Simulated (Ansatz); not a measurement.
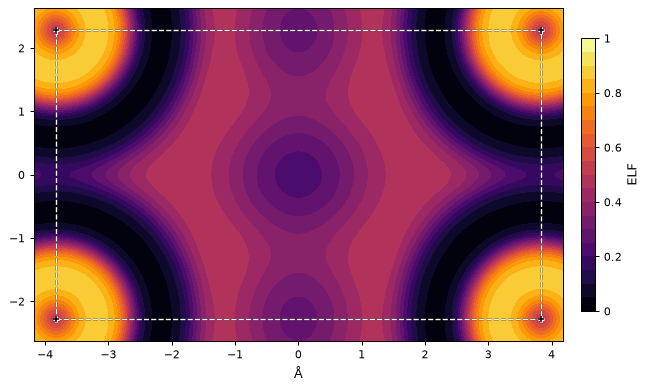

The ELF on a plane through atoms (crosses mark nuclei in the plane).

Theory: Ansatz, DFT, PBEsol, plane waves (420 eV) with PAW, scalar-relativistic.

Candidates:
A. K, a = 7.66 Å, b = 7.66 Å, c = 4.55 Å, α = 90.00°, β = 90.00°, γ = 120.00°. Space group P6/mmm; set up as K, omega (AlB2-type); a generated structure, not necessarily the stable one; changed on purpose from its base cell (volume × 1.08); computed without spin polarisation.
B. Sn, a = 4.92 Å, b = 4.92 Å, c = 4.92 Å, α = 90.00°, β = 90.00°, γ = 90.00°. Space group Fm-3m; set up as Sn, fcc; a generated structure, not necessarily the stable one; changed on purpose from its base cell (volume × 1.12); computed pressure about −5 GPa in this cell.
C. Sr, a = 4.55 Å, b = 4.55 Å, c = 4.55 Å, α = 90.00°, β = 90.00°, γ = 90.00°. Space group Im-3m; set up as Sr, bcc; a generated structure, not necessarily the stable one; changed on purpose from its base cell (volume × 0.92).

Which system is this?

Candidate A: K on the (100) plane of the conventional cell, which holds K. K–K (4.55 Å): the ELF is about 0.20 at the midpoint (no shared electron pair shows on this line).
